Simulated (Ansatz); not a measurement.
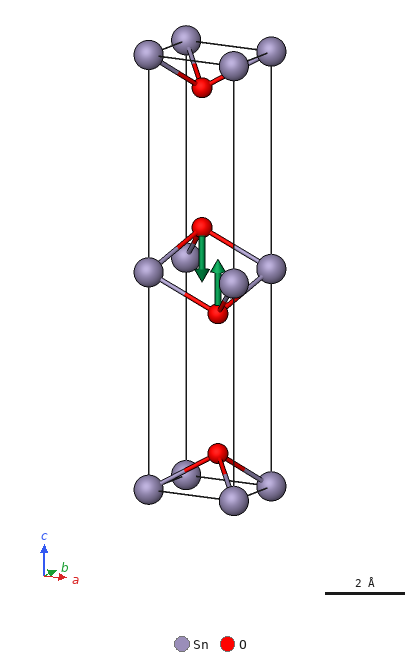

Lattice vibrations of crystalline SnO2, space group P6₃/mmc (No. 194), at the zone centre. The optical levels lie at 13i (×2), 19, 417 (×4), 463 (×4), 510, 512 (×2), 563 cm⁻¹. One mode is drawn. The green arrows are the displacements of the atoms (eigenvector over the root of the mass), of arbitrary overall length and sign. The picture is a ball-and-stick view of the cell of the calculation, seen slightly off an axis.

All numbers below come from Ansatz 0.2.0, DFT r2SCAN, scalar-relativistic, plane waves, PAW. Settings: plane-wave cutoff 500 eV; k-point mesh 12 × 12 × 2; occupations gaussian; smearing width 0.05 eV; no spin polarisation.

Frequencies are those without the non-analytic (LO–TO) term.

> Which of these frequencies is the drawn mode's?

The level at 512 cm⁻¹. This is a doubly degenerate mode (one member of the set is drawn), optical level 6 of 7, counted from below. The Sn atoms stay at rest; all motion is along c; atoms of one kind move against one another, with no net shift of their sublattice.

Limits of the set-up: layers or molecules are held without a dispersion correction, so their spacing is unreliable.
